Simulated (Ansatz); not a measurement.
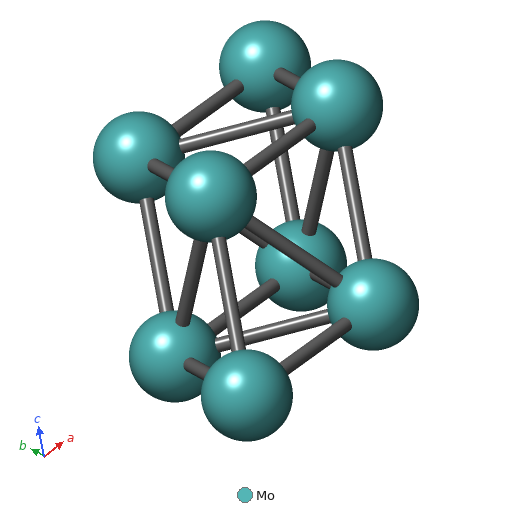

System: Mo, space group Fm-3m (No. 225). The picture shows the cell.

Structure:
```yaml
crystal:
  lattice:
    - [0.00000, 2.01500, 2.01500]
    - [2.01500, 0.00000, 2.01500]
    - [2.01500, 2.01500, 0.00000]
  atoms:
    - { symbol: Mo, position: [0.00000, 0.00000, 0.00000] }
```

How it was computed, with Ansatz 0.2.0: biaxial strain in the xy plane and strain along z of a crystal, fractional coordinates fixed, by plane-wave density functional theory with PAW datasets, free energies less that of the undisturbed cell. Level: LDA, no spin polarisation.

wave cutoff 420 eV; k mesh 20×20×20; occupations Gaussian; smearing width 0.15 eV; k shift (0, 0, 0) (mesh steps); start as given.

What does the calculation give for the map of the energy change over strain zz and strain xx = yy? The grid: strain zz −0.03, −0.015, 0, 0.015, 0.03 ; strain xx = yy −0.03, −0.015, 0, 0.015, 0.03.

At the origin a neighbouring grid point lies 53 meV/atom lower, so the given structure isn't at the minimum of this landscape. The energy change is least, −65 meV/atom, at strain zz of 0 and strain xx = yy of −0.03 (and at symmetry-related or equal points), and largest, 229 meV/atom, at strain zz of 0.03 and strain xx = yy of 0.03.

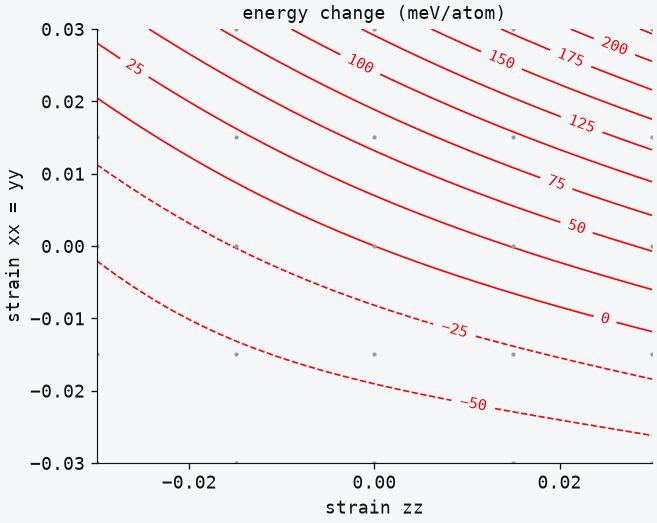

Note: reference crystal is not relaxed.
